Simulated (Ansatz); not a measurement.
The compound is BN (space group P6_3/mmc, No. 194), taken as the end point of a relaxation at fixed volume with DFT PBE+D3(BJ), scalar-relativistic, plane waves, PAW in Ansatz 0.2.0.

```cif
data_structure
_symmetry_space_group_name_H-M 'P6_3/mmc'
_symmetry_Int_Tables_number 194
_cell_length_a 2.4931
_cell_length_b 2.4931
_cell_length_c 5.8826
_cell_angle_alpha 90.000
_cell_angle_beta 90.000
_cell_angle_gamma 120.000
_cell_volume 31.67
loop_
_atom_site_label
_atom_site_type_symbol
_atom_site_symmetry_multiplicity
_atom_site_Wyckoff_symbol
_atom_site_fract_x
_atom_site_fract_y
_atom_site_fract_z
_atom_site_occupancy
B1 B 2 c 0.33333 0.66667 0.25000 1
N1 N 2 d 0.33333 0.66667 0.75000 1
```

Bonds are taken as B–N below 1.6 Å. Simplification: prune 0- and 1-connected atoms, fold 2-connected ones into links.

Derive the underlying net.

The result is a uninodal 3-connected, two-periodic (layers) net: B and N are 3-connected nodes. It is the hcb net, known from graphene. The layers lie parallel to (001).

```json
{"node": "B and N", "links": "3", "point symbol": "6³", "coordination sequence": "3 6 9 12 15 18 21 24"}
```

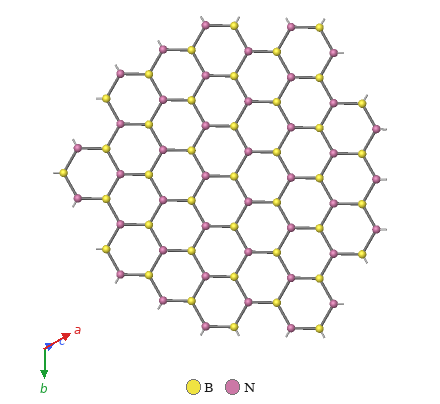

Nodes are coloured by element. One layer is drawn. Edges to nodes outside the piece are drawn as stubs.
